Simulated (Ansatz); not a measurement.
**Ga6N7 (cell with a defect): density, localisation and related maps**

Input file:

```
crystal:
  lattice:
    - [0.0, 0.0, 5.2431684095]
    - [4.8275562239, -2.7871908853, 0.0]
    - [-1.0e-10, 5.5743817708, 0.0]
  atoms:
    - { symbol: Ga, position: [0.4991348631, 0.3333333333, 0.3333333333] }
    - { symbol: Ga, position: [0.4991348631, 0.0, 0.6666666667] }
    - { symbol: Ga, position: [0.4991348631, 0.6666666667, 1.0] }
    - { symbol: Ga, position: [0.9991348631, 0.0, 0.3333333333] }
    - { symbol: Ga, position: [0.9991348631, 0.6666666667, 0.6666666667] }
    - { symbol: Ga, position: [0.9991348631, 0.3333333333, 1.0] }
    - { symbol: "N", position: [0.8758651369, 0.3333333333, 0.3333333333] }
    - { symbol: "N", position: [0.8758651369, 0.0, 0.6666666667] }
    - { symbol: "N", position: [0.8758651369, 0.6666666667, 1.0] }
    - { symbol: "N", position: [0.3758651369, 0.0, 0.3333333333] }
    - { symbol: "N", position: [0.3758651369, 0.6666666667, 0.6666666667] }
    - { symbol: "N", position: [0.3758651369, 0.3333333333, 1.0] }
    - { symbol: "N", position: [0.200640354, 0.002238102, -0.022425528], spin: 1.0 }
basis:
  ecutwfc: 420
  xc_grid: 2
kpoints:
  mp_grid: { grid: [3, 3, 3], shift: [0.0, 0.0, 0.0] }
hamiltonian:
  xc: pbe
scf:
  occupations: { method: gaussian, width: 0.02 }
output:
  forces: true
  stress: false
  eigenvalues: true
  populations: true
  write_density: true
  write_potential: true
  elf: true
  volumetric_format: npy
magnetization:
  spin_polarized: true
relax:
  adjacent_minimum: "off"
  f_tol: 0.02
  max_steps: 60
```

Launched as:

```sh
ansatz run input.yaml --threads 4 --pin off --max-ram 10240MiB --backend cpu --events-out ev --progress --plain --runs-dir out
```

The fields are those of the run's last geometry, not of the input's.

Spin-polarised.

Method: Ansatz 0.2.0, DFT PBE, scalar-relativistic, plane waves, PAW.

Core electrons are frozen (PAW), and the valence fields are smoothed inside the atomic spheres.

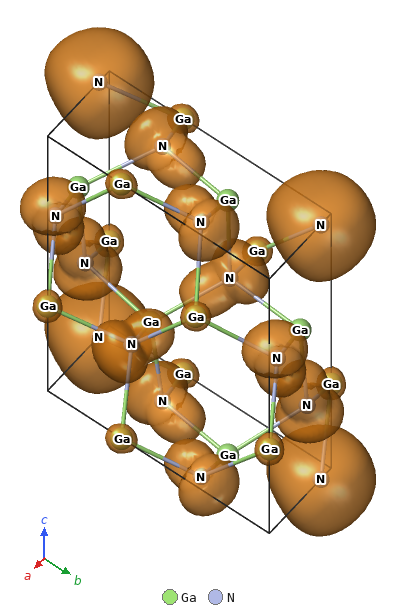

Figure 1. Isosurface of the spin density at +0.03 e/Å³ (orange), seen slightly off an axis. Sticks mark near contacts.

Q: Which atoms carry the moments, and with what signs?

A: The spin density sits on N: +1.4 μB in one cell of 13 atoms, with smaller moments on other sites: N (up to +0.18 μB): with much of the spin spread outside that site. The cell of the calculation (13 atoms) carries 3.0 μB of net spin moment.

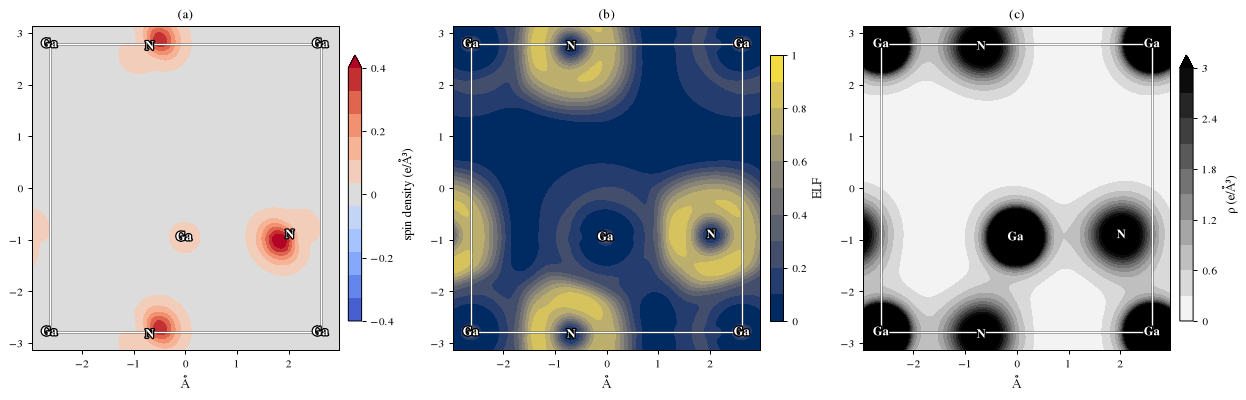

Figure 2. (a) spin density; (b) electron localisation function; (c) valence pseudo-density on the (011̄) plane of the calculation cell.

Q: Describe what can be read from this map.

A: The plane passes through Ga and N nuclei. Ga–N (1.93 Å): ρ is about 0.75 e/Å³ halfway; the ELF peaks at about 0.85 in the valence shell of N, 0.7 Å from its nucleus, and is about 0.45 at the midpoint. Ga–N (1.98 Å): ρ at the midpoint is about 0.71 e/Å³; the ELF peaks at about 0.85 in the valence shell of N, 0.7 Å from its nucleus, and is about 0.45 at the midpoint. Ga–N (2.04 Å): ρ at the midpoint is about 0.63 e/Å³; the ELF peaks at about 0.85 in the valence shell of N, 0.7 Å from its nucleus, and is about 0.40 at the midpoint. Between the atoms the lowest density in this plane is 0.03 e/Å³.

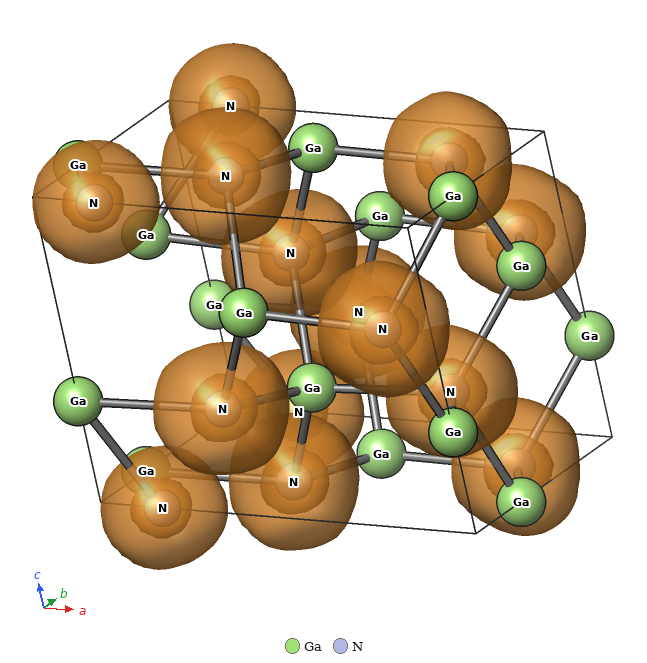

Figure 3. Isosurface of the ELF at 0.7 (orange), seen slightly off an axis. Core shells and regions of very low density are left out. Sticks mark near contacts.

Q: Where are the electrons localised?

A: The surface consists of seven regions wrapped around N (the valence shell of each), counted in one cell of 13 atoms. Any copies at cell faces, edges or corners count once. Profiles from the grid: Ga–N (1.91 Å): the ELF peaks at about 0.85 in the valence shell of N, 0.6 Å from its nucleus, and is about 0.50 at the midpoint.

Q: Does the calculation give a band gap?

A: It is gapped, with a Kohn–Sham gap of 0.50 eV on the k-point mesh, an upper bound to the gap of this method.
